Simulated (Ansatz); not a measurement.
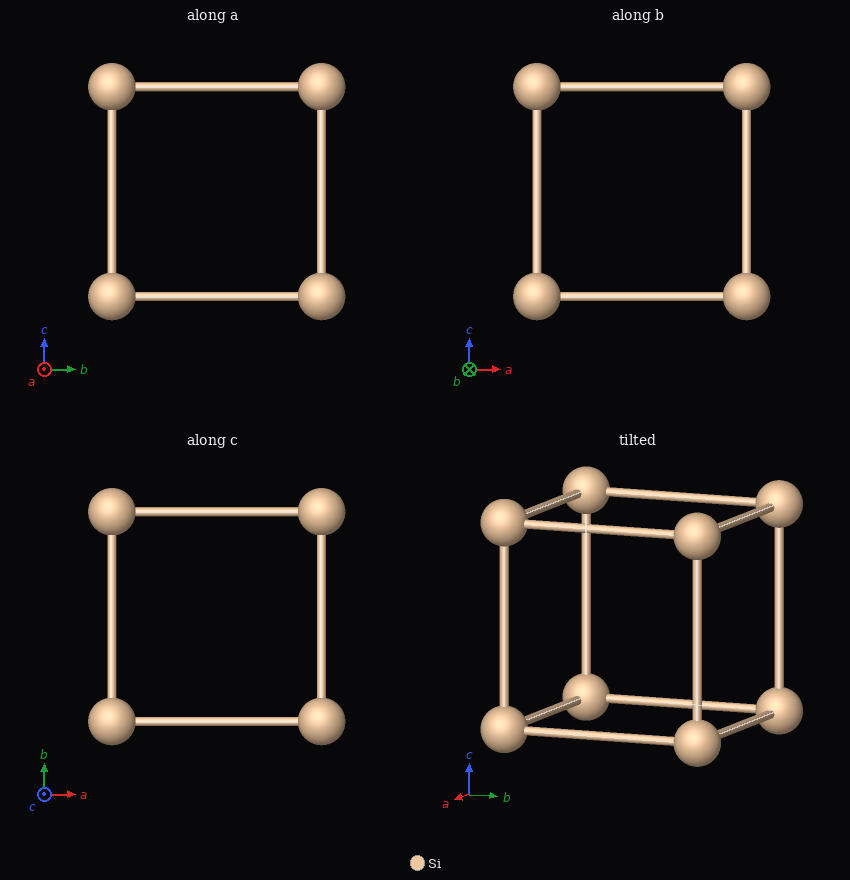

An orthographic ball-and-stick view of the structure, along the a axis, along the b axis, along the c axis and slightly off an axis. Lines trace the edges of the conventional unit cell.

Lattice parameters: a = 2.526 Å, b = 2.526 Å, c = 2.526 Å, α = 90.00°, β = 90.00°, γ = 90.00°. Put a along x and b in the xy plane.

**Record the structure as a POSCAR file.**

```
Si
1.0
     2.526    0.000    0.000
     0.000    2.526    0.000
     0.000    0.000    2.526
Si
1
Direct
  0.0000 0.0000 0.0000
```

The model was built from a textbook structure type filled with this element (whether it is the usual form wasn't checked). The geometry was optimised with DFT r2SCAN, scalar-relativistic, plane waves, PAW in Ansatz 0.2.0.
